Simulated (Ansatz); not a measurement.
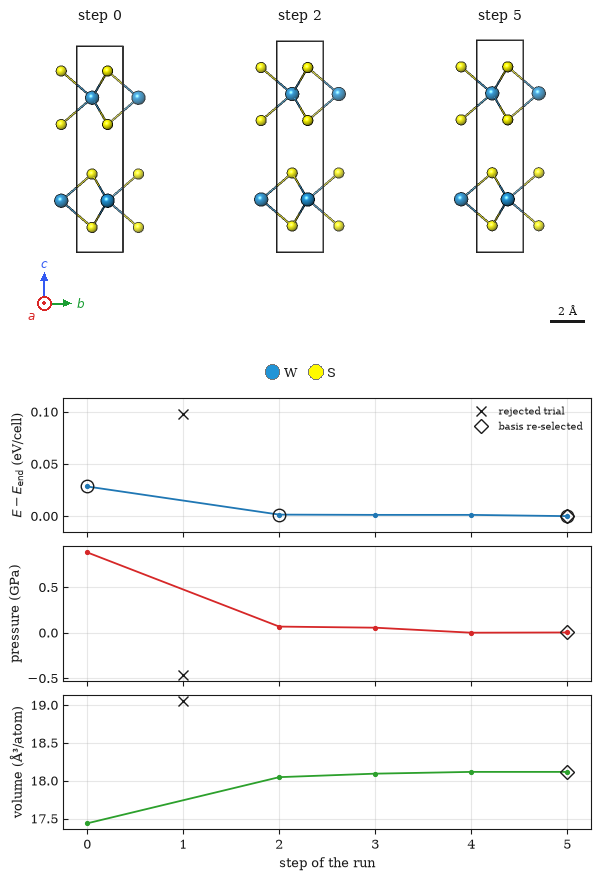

Frames of a relaxation of crystalline WS2 (built on the 2H (MoS2) bulk type), marked on the history of the run. The picture is a ball-and-stick view of the cell of the calculation, seen along the a axis.

Theory: Ansatz, DFT, r2SCAN+rVV10, plane waves, PAW.

Input
```yaml
crystal:
  lattice:
    - [3.1541498445, 0.0, 0.0]
    - [-1.5770749223, 2.7315738927, 0.0]
    - [0.0, 0.0, 12.14324231]
  atoms:
    - { symbol: W, position: [0.3333333333, 0.6666666667, 0.25] }
    - { symbol: W, position: [0.6666666667, 0.3333333333, 0.75] }
    - { symbol: S, position: [0.6666666667, 0.3333333333, 0.3796729624] }
    - { symbol: S, position: [0.6666666667, 0.3333333333, 0.1203270376] }
    - { symbol: S, position: [0.3333333333, 0.6666666667, 0.8796729624] }
    - { symbol: S, position: [0.3333333333, 0.6666666667, 0.6203270376] }
kpoints:
  mp_grid: { grid: [12, 12, 2] }
hamiltonian:
  xc: r2scan
  dispersion: rvv10
scf:
  occupations: { method: fermi_dirac, width: 0.02 }
relax:
  f_tol: 0.005
  cell: {}
```

Command:
```bash
ansatz run input.yaml --threads 2 --pin off --max-ram 20275MiB --backend cpu --events-out ev --progress --plain --runs-dir out
```

**What happens along the run?**

The energy falls by 28.4 meV per cell of the calculation in 3 accepted moves (5 points after the start). The largest force component goes from 0.23 to under 0.0001 eV/Å. Pressure: 0.88 GPa at the start and 0.00 GPa at the end. The line search rejected the trial step at point 1 of the run. At 1 point the geometry stayed and the basis and grid were re-selected for the new cell (energy shift of 1.2 meV per cell of the calculation at most each time). The largest moves relative to the cell, 0.057 Å, are those of S3, S4, S5 and S6. S4 goes along +c. W stays in place. The volume changes by +3.9 %, with a = b 3.154 → 3.170 Å (+0.5 %), c 12.143 → 12.491 Å (+2.9 %). Some distances before and after: W1–W1 3.154 → 3.170 Å. The space group stays P6_3/mmc (No. 194). From step 0 to 2: S atoms move most (0.05 Å), volume +3.5 %, energy −27.0 meV per cell of the calculation. From step 2 to 5: volume +0.4 %, energy −1.5 meV per cell of the calculation.
